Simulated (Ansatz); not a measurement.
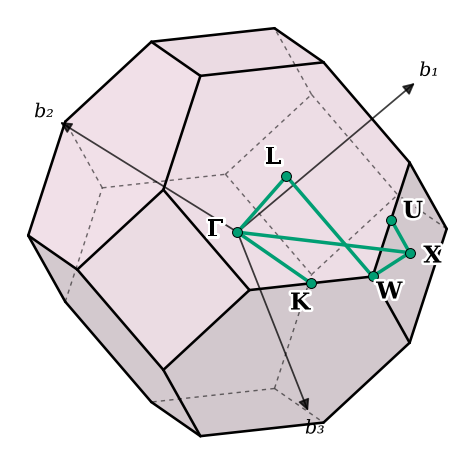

For C, coordinates from a relaxation with Ansatz 0.2.0, DFT PBE, scalar-relativistic, plane waves, PAW; the starting structure was generated, so it need not be a known form of this composition: the first Brillouin zone and its special points. All values are computed from the atomic coordinates in the standard setting (tolerance 0.002 Å).

Space group No. 227, Fd-3m, origin choice 1; a = 3.572 Å, b = 3.572 Å, c = 3.572 Å, α = 90.00°, β = 90.00°, γ = 90.00°.

Labels and path follow the convention of Hinuma et al. (2017), as computed by seekpath; the arrows show the directions of the reciprocal primitive vectors b₁, b₂, b₃, in which coordinates are given; lengths include the factor 2π.

Q: List the special points with their coordinates and distances from Γ.

A:
```json
{"point": "Γ", "k₁": "0", "k₂": "0", "k₃": "0", "length of k (1/Å)": "0.000"}
{"point": "X", "k₁": "1/2", "k₂": "0", "k₃": "1/2", "length of k (1/Å)": "1.759"}
{"point": "L", "k₁": "1/2", "k₂": "1/2", "k₃": "1/2", "length of k (1/Å)": "1.524"}
{"point": "W", "k₁": "1/2", "k₂": "1/4", "k₃": "3/4", "length of k (1/Å)": "1.967"}
{"point": "K", "k₁": "3/8", "k₂": "3/8", "k₃": "3/4", "length of k (1/Å)": "1.866"}
{"point": "U", "k₁": "5/8", "k₂": "1/4", "k₃": "5/8", "length of k (1/Å)": "1.866"}
```

Q: What is the zone's volume?

A: (2π)³ over the primitive cell's volume of 11.39 Å³: 21.8 Å⁻³.
